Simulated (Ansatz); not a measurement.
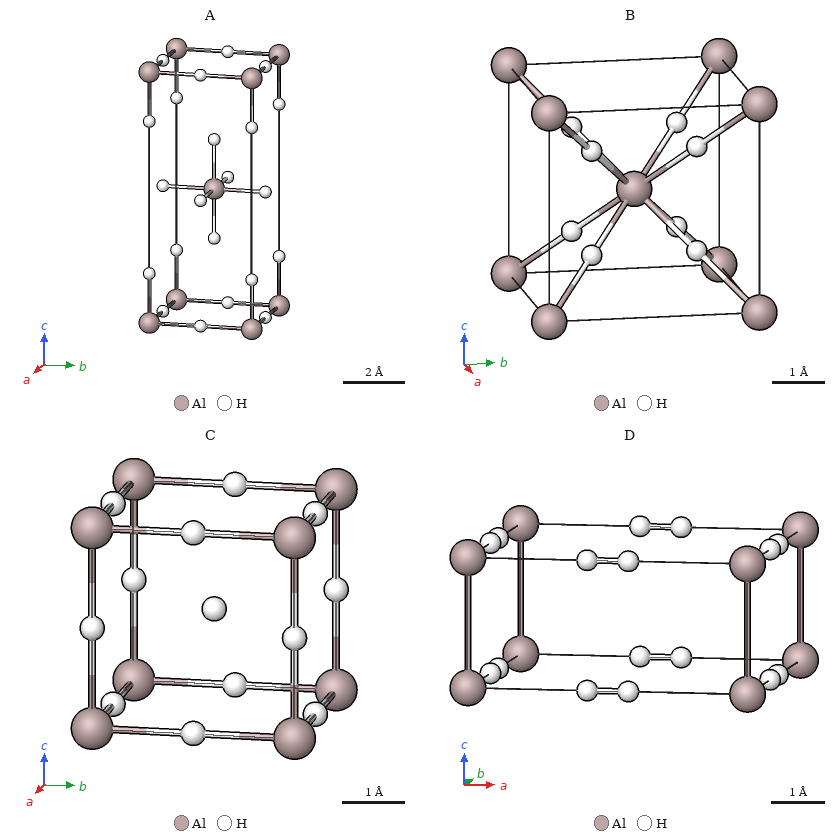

Four structures of AlH₄, each relaxed to rest (conventional cells in solid outline, small ones repeated, each panel with its own scale). Method: DFT PBE, scalar-relativistic, plane waves, PAW in Ansatz, without spin polarisation.

**What are the structures shown?**

A: 10 atoms a cell on a body-centred tetragonal lattice, I4/mmm; B: 10 atoms a cell on a body-centred cubic lattice, Im-3m; C: 5 atoms a cell on a primitive cubic lattice, Pm-3m; D: 5 atoms a cell on a primitive tetragonal lattice, P4/mmm.

**Rank them by energy, lowest first.**

D, then B (+74 meV/atom), A (+119 meV/atom) and C (+189 meV/atom), energies at zero smearing.

**Collect the results in a table.**

| panel | structure | E − E(lowest) (meV/atom) | volume (Å³/atom) | gap (eV) |
| --- | --- | --- | --- | --- |
| D | P4/mmm | 0 | 14.8 | metal |
| B | Im-3m | 74 | 7.2 | metal |
| A | I4/mmm | 119 | 10.3 | metal |
| C | Pm-3m | 189 | 7.8 | metal |

Some of these may be structure types tried for this composition rather than known phases, and the most stable form need not be among them. Gaps are taken on the k-mesh or band path of each run.
